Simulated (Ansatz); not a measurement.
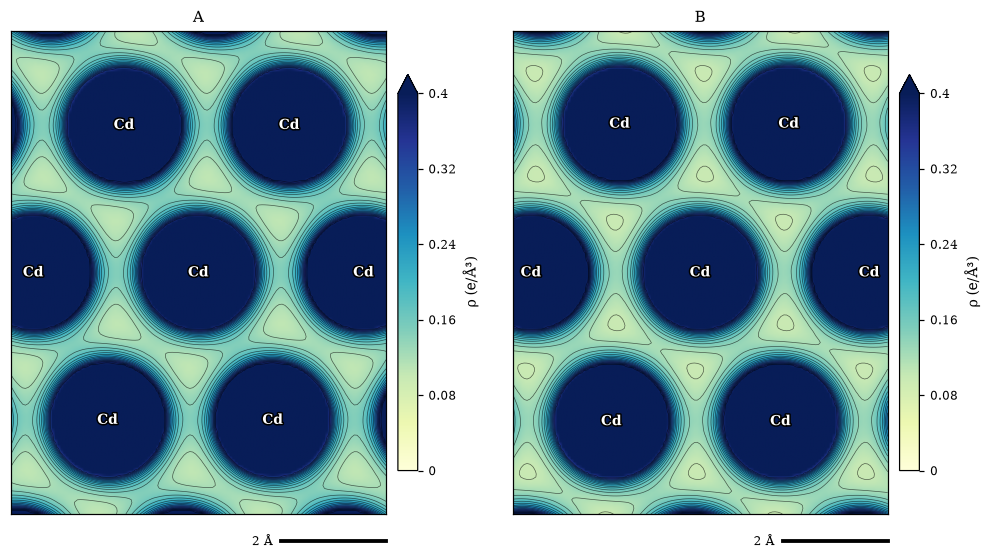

Cd. The valence charge density (pseudo) of two cells that differ in size and shape, on the (010) plane of each (indices in the axes of the calculation cell), at one length scale and on one colour scale; one has 22.9 and the other 24.1 Å³ an atom.

Theory: DFT PBE, scalar-relativistic, plane waves, PAW in Ansatz 0.2.0.

Question: Which is the denser cell? Describe the effect of the change.

Answer: Panel A is the smaller cell, by 5 % in volume. From the larger cell to the smaller, Cd–Cd goes from 3.22 to 3.14 Å, and the density at its midpoint from 0.13 to 0.15 e/Å³; the pressure goes from −1.8 to 0.2 GPa.
